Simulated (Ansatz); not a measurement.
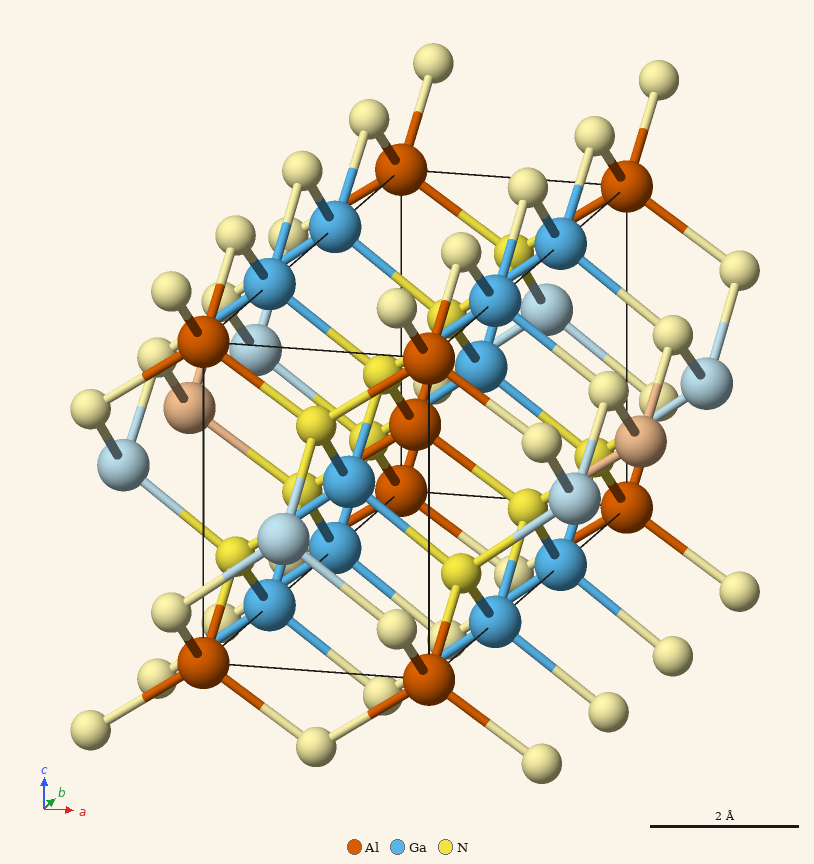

The image is a ball-and-stick drawing of a crystal, viewed slightly off an axis. One conventional unit cell is framed, with atoms on its boundary repeated. Outside the box, the atoms bonded to those within are drawn, in fainter colours.

- The stoichiometry is AlGa$_{2}$N$_{3}$.
- The atoms follow space group Imm2 (No. 44); the Bravais lattice is body-centred orthorhombic.
- The cell has 12 atoms, namely 2 Al, 4 Ga, 6 N.
- Al bonds to four N in a tetrahedral arrangement at about 1.9 Å. Ga bonds to four N in a tetrahedral arrangement at about 2.0 Å. N takes two kinds of site: 4d with three Ga and one Al in a tetrahedral arrangement (about 2.0 Å to Ga, 1.9 Å to Al); 2b with two Al and two Ga in a tetrahedral arrangement (about 1.9 Å to Al, 2.0 Å to Ga).
- The bonds build a three-dimensional framework.

The structure was taken from a structure listed in the Materials Project, with elements exchanged, so it need not be a known form of the compound. The picture shows the end point of a geometry optimisation with Ansatz 0.2.0, DFT PBE, scalar-relativistic, plane waves, PAW.
